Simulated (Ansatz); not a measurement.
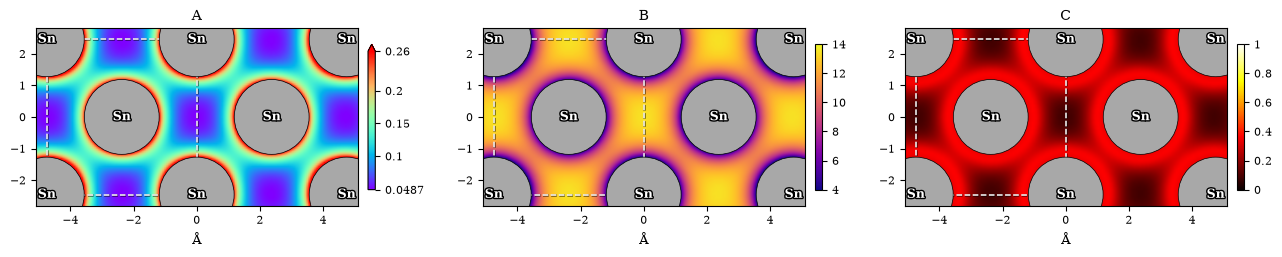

Sn: 3 fields on the (110) plane of the conventional cell, with unlabelled colour scales. Grey discs cover the atomic cores.

Space group I4/mmm; a structure from a database of computed crystals, not necessarily the ambient phase.

The calculation used Ansatz 0.2.0, Kohn-Sham DFT of a periodic cell, revPBE, Ansatz PAW.

> Which field does each panel show? The fields are: electron localisation function, electrostatic potential energy of an electron and valence pseudo-density.

Panel A: valence pseudo-density. Panel B: electrostatic potential energy of an electron (low next to the atoms, rising into the space between them). Panel C: electron localisation function. From the grid: Sn–Sn (3.42 Å): ρ at the midpoint is about 0.13 e/Å³; the ELF is about 0.30 at the midpoint.
